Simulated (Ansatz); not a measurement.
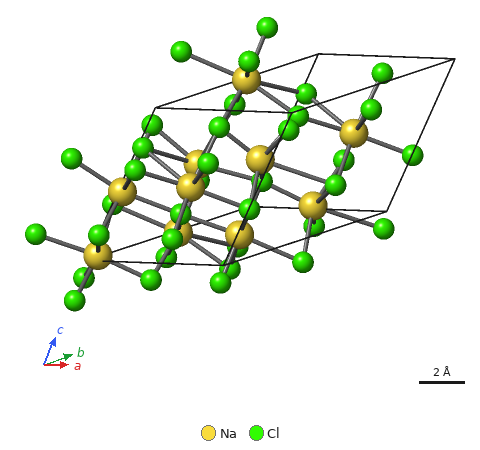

Starting frame of a dynamics run of NaCl with an interstitial Cl (17 atoms in the cell). It starts from the last geometry of an earlier run, with fresh velocities. Style: ball-and-stick. Shown: the reduced simulation cell, from a free direction. Bonds to atoms that aren't drawn are left out. Lengths and directions refer to the drawn axes.

Level of theory: DFT PBE, scalar-relativistic, plane waves, PAW (Ansatz).

Input file:
```yaml
accuracy: low
crystal:
  lattice:
    - [0.0, 5.685, 5.685]
    - [5.685, 0.0, 5.685]
    - [5.685, 5.685, 0.0]
  atoms:
    - { symbol: Na, position: [0.02099075, 0.04148887, 0.01961382] }
    - { symbol: Cl, position: [0.27646127, 0.24967973, 0.22434833] }
    - { symbol: Na, position: [0.0215674, 0.01226585, 0.44599623] }
    - { symbol: Cl, position: [0.27028042, 0.25374328, 0.79138155] }
    - { symbol: Na, position: [0.03786687, 0.52863061, -0.00152144] }
    - { symbol: Cl, position: [0.25443577, 0.75028595, 0.26224351] }
    - { symbol: Na, position: [0.0071097, 0.48341913, 0.46028051] }
    - { symbol: Cl, position: [0.37966302, 0.67666258, 0.71772277] }
    - { symbol: Na, position: [0.48153153, -0.02968074, 0.03022012] }
    - { symbol: Cl, position: [0.73922051, 0.26620477, 0.26537967] }
    - { symbol: Na, position: [0.50567379, 0.00537405, 0.49452726] }
    - { symbol: Cl, position: [0.68765734, 0.34610494, 0.75384316] }
    - { symbol: Na, position: [0.52754369, 0.488384, 0.01316407] }
    - { symbol: Cl, position: [0.78199544, 0.7653043, 0.24809204] }
    - { symbol: Na, position: [0.45672642, 0.46595379, 0.51099646] }
    - { symbol: Cl, position: [0.78968623, 0.77134319, 0.74144224] }
    - { symbol: Cl, position: [0.021936, 0.01843789, 0.73210892], spin: 1.0 }
magnetization:
  spin_polarized: true
basis:
  ecutwfc: 420.0
kpoints:
  mp_grid: { grid: [2, 2, 2] }
hamiltonian:
  xc: pbe
scf:
  occupations: { method: fermi_dirac, width: 0.02 }
  lower_state_search: "off"
md:
  timestep: 2
  n_steps: 30
  ensemble: nve
  temperature: 1260.0
  initial_velocities: maxwell_boltzmann
  seed: 121450
```

Command:
```bash
ansatz run input.yaml --threads 2 --pin off --max-ram 5120MiB --backend cpu --events-out ev --progress --plain --runs-dir out
```

Q: What does the trajectory do?

A: The mean temperature in the second half is 1038 K (standard deviation 21 K). The potential energy in the second half lies on average 27.0 meV per atom above the first frame. Root-mean-square distances from the starting positions over the second half, with the common drift of all atoms taken out: Na 0.53 Å, Cl 0.30 Å. The run lasts only 60 fs, too short to tell vibration from diffusion.

Along the run (each row but the first and the last is the mean over the interval that it begins):

```
time (fs)  potential energy (meV/atom)  T (K)
      0.0                          0.0   1260
      6.0                          1.9   1244
     12.0                          5.8   1212
     18.0                         12.2   1159
     24.0                         19.6   1099
     30.0                         24.9   1055
     36.0                         26.5   1042
     42.0                         25.6   1049
     48.0                         25.8   1048
     54.0                         29.6   1017
     60.0                         34.1    979
```

The paths of the atoms:

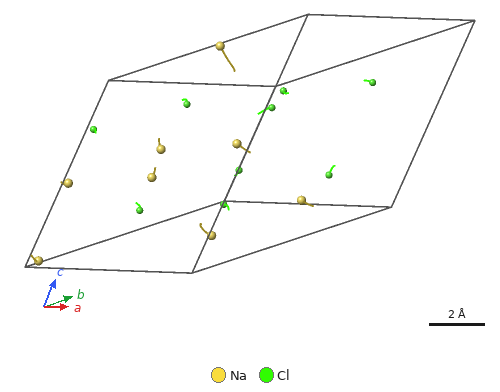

Limits of the set-up: the k-point mesh is coarse for a cell with partly filled bands; the program's low-accuracy preset was used; the periodic images lie only 8.0 Å apart, so the values are limited by the cell's size.
